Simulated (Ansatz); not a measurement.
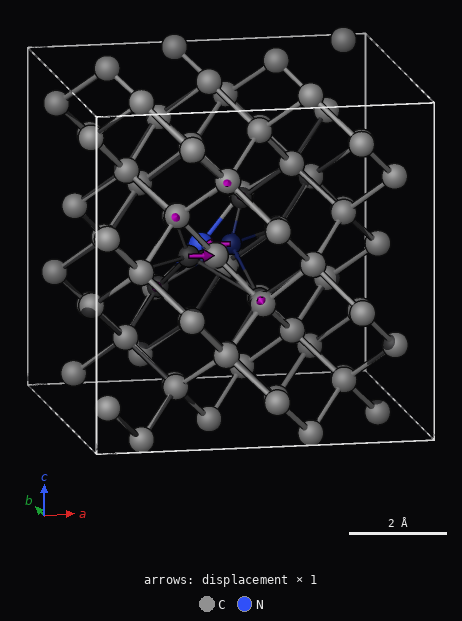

A relaxation of a defect cell of composition C64N (cell charge +1). The starting structure is drawn faded, the final one solid; purple arrows show the displacements, at their true length.

A ball-and-stick model of the cell of the calculation (origin shifted), seen slightly off an axis.

Computed with Ansatz, DFT, PBEsol, PAW, plane waves. (plane-wave cutoff 420 eV; k-point mesh 1 × 1 × 1; mesh shifted by (0.25, 0.25, 0.25); no spin polarisation; atoms relaxed in a fixed cell; force threshold 0.03 eV/Å; at most 80 steps)

**What happened in the run?**

The atom that moves furthest is the N atom (0.62 Å roughly along −a). Largest moves by element: N 0.62 Å, C 0.56 Å. The cell stays as it was. Some distances before and after: C–N 1.695 → 2.201 Å, C–C 1.723 → 2.198 Å, C–N 0.990 → 1.414 Å, C–C 1.766 → 2.185 Å. Among the angles between lasting bonds that change: C–C–N 61.7° → 110.6°, C–N–C 63.4° → 111.9°, C–C–N 123.0° → 99.5°. After 15 geometry steps the energy has fallen by 21.991 eV per cell of the calculation. The largest force component goes from 46 to 0.026 eV/Å. Cost: 18 s on 1 × NVIDIA GB300 Max-Q with 8 threads of Arm Neoverse-V2, peak memory 1.7 GiB.

Limits of the set-up: the periodic images lie only 7.1 Å apart, so the values are limited by the cell's size; the cell is charged, on a uniform background, and energies carry no finite-size correction.
